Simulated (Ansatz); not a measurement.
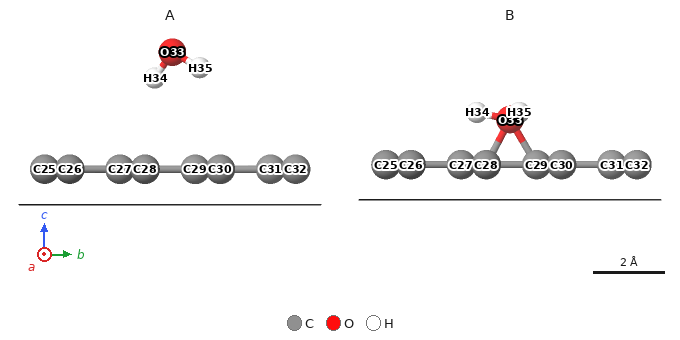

Two geometries of a slab of composition H2C32O, drawn at one scale. One is the start of a relaxation, the other its converged end. Style: ball-and-stick. Shown: the cell of the calculation, outlined in the plane, without the vacuum (origin shifted), along the a axis.

All numbers below come from DFT PBE-D3(BJ), scalar-relativistic, plane waves, PAW in Ansatz. Settings: plane-wave cutoff 420 eV; k-point mesh 2 × 2 × 1; occupations fermi dirac; smearing width 0.02 eV; no spin polarisation; atoms relaxed in a fixed cell; force threshold 0.03 eV/Å; at most 60 steps.

Which one is relaxed?

Answer. Structure A is the relaxed one. It is H2O on graphene monolayer, set down by a guess. The run prepares an end point of a later path (molecule hop) calculation, from a guessed geometry. The atom that moves furthest relative to the layer's centre is the O atom (2.08 Å at 23° to the normal (+c side)). By element the largest moves are O 2.08 Å, H 1.43 Å, C 0.15 Å. The lattice vectors keep their values. Among the contacts that change: C–O 1.448 → 3.543 Å, C–O 1.487 → 3.520 Å, H–O 0.959 → 0.970 Å. Bonds break: C–O (1.45 → 3.54 Å), C–O (1.49 → 3.52 Å). After 20 accepted moves (22 points after the start) the energy has fallen by 9.711 eV per cell of the calculation. Largest force component: 16 eV/Å at the start, 0.023 eV/Å at the end. The line search rejected the trial steps at points 12, 14 of the run. The forces were under the threshold at step 13, but the run went on from there.
